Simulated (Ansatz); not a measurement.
System: MgO.

Space group P6_3mc; the calculation finds a residual pressure of about 3 GPa at this fixed cell. This isn't the usual form at ambient conditions. The cell comes from a database of computed structures, not from a measurement.

```yaml
crystal:
  lattice:
    - [3.30779, 0.00000, 0.00000]
    - [-1.65389, 2.86463, 0.00000]
    - [0.00000, 0.00000, 4.98288]
  atoms:
    - { symbol: Mg, position: [0.33333, 0.66667, 0.00216] }
    - { symbol: Mg, position: [0.66667, 0.33333, 0.50216] }
    - { symbol: O, position: [0.33333, 0.66667, 0.40244] }
    - { symbol: O, position: [0.66667, 0.33333, 0.90244] }
```

All numbers below come from DFT PBE, scalar-relativistic, plane waves, PAW (Ansatz).

Q: Which states lie at the band edges, or at the Fermi level if it is a metal?

A: It is gapped, with a Kohn–Sham gap of 3.5 eV on the k-point mesh.
- The top of the valence band: O 2p (over 95 %) by Löwdin projection on a minimal orbital set; in space O over 95 % and Mg little.
- The bottom of the conduction band: Mg 3s (65 %) and O 2s (30 %) by Löwdin projection on a minimal orbital set; in space O about 90 % and Mg about 10 %. The two measures disagree here: the projection uses a minimal set of atomic orbitals, while the spatial cells share out diffuse density by volume.

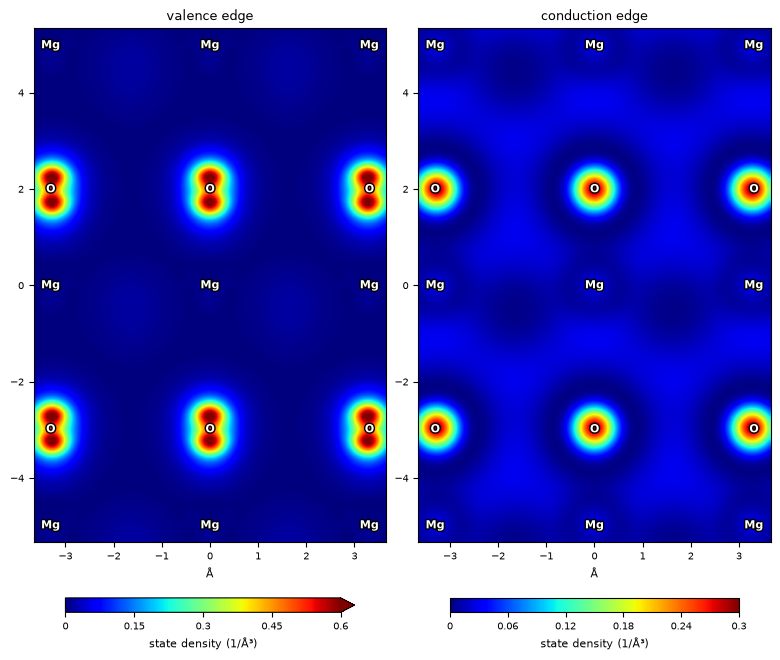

Computed densities of these states (windows −0.6 to 0.0 eV and +3.5 to +4.1 eV about the valence-band maximum) on the (010) plane of the conventional cell.

Core electrons are frozen (PAW), so the fields are smoothed inside the atomic spheres.
